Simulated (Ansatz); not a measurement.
The crystal is GaN (honeycomb bilayer).

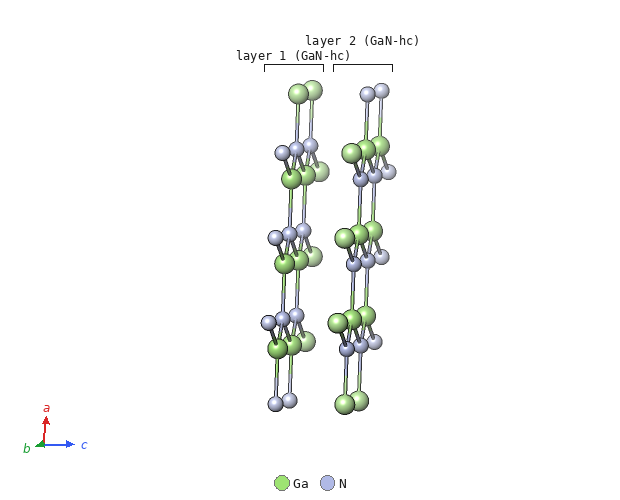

The structure (gallium green, nitrogen light blue). 3×2×1 cells are drawn. Some periodic images of atoms are drawn too.

The cell holds 4 atoms: 2 Ga and 2 N. Its edges and angles: a = 3.267 Å, b = 3.267 Å, c = 28.100 Å, α = 90.0°, β = 90.0°, γ = 120.0°. Regions: layer 1 (GaN-hc), 2 atoms (1 Ga and 1 N); layer 2 (GaN-hc), 2 atoms (1 Ga and 1 N). Vacuum lies along c.

```xyz
4
Lattice="3.2667 0.0000 0.0000 -1.6333 2.8290 0.0000 0.0000 0.0000 28.1000" Properties=species:S:1:pos:R:3
Ga    0.0000    1.8860   12.8967
N     1.6333    0.9430   12.8255
Ga    1.6333    0.9430   15.2033
N     0.0000    1.8860   15.2745
```

The structure was relaxed with PBE-D3(BJ). The runs that relaxed it are not among those shown.

Gaps computed with Ansatz 0.2.0 without a self-energy: PBE 2.04 eV and PBE+SOC 2.04 eV.

Question: Estimate the G0W0@PBE gap with 6×6×1 mesh, 383 empty bands, screening to 75 eV, PAW set soft_1 files.

About 3.69 eV: on its mesh the run moves the gap from 2.10 eV by +1.65 eV, and the mesh misses the edges by 0.06 eV. Bands and cutoff are finite, so the gap is not at the basis limit. The miss can reach some tenths of an eV and take either sign; the mesh is an error of its own. The mesh in the plane is coarse for a sheet; gap and any exciton binding can still move on denser ones. The many-body steps are scalar-relativistic: spin-orbit coupling is not in them.

[Paths, hosts, dates, memory and timing lines, banners, echoed tables and standing remarks are left out of the program output.]

[Logs are printed without paths, hosts, clocks, repeated set-up lines and the standing remarks that a program may print on its own settings, such as how far it seeks lower states.]

[Runs of the session that timed out or met a known fault of the program may be left out.]

[Cells called generated may have been cut or substituted from an entry of the Crystallography Open Database or the Materials Project.]

[Hosts, paths, dates, database ids (printed as entryN), source tags and the programs' standing remarks are cut or masked in the printed files.]
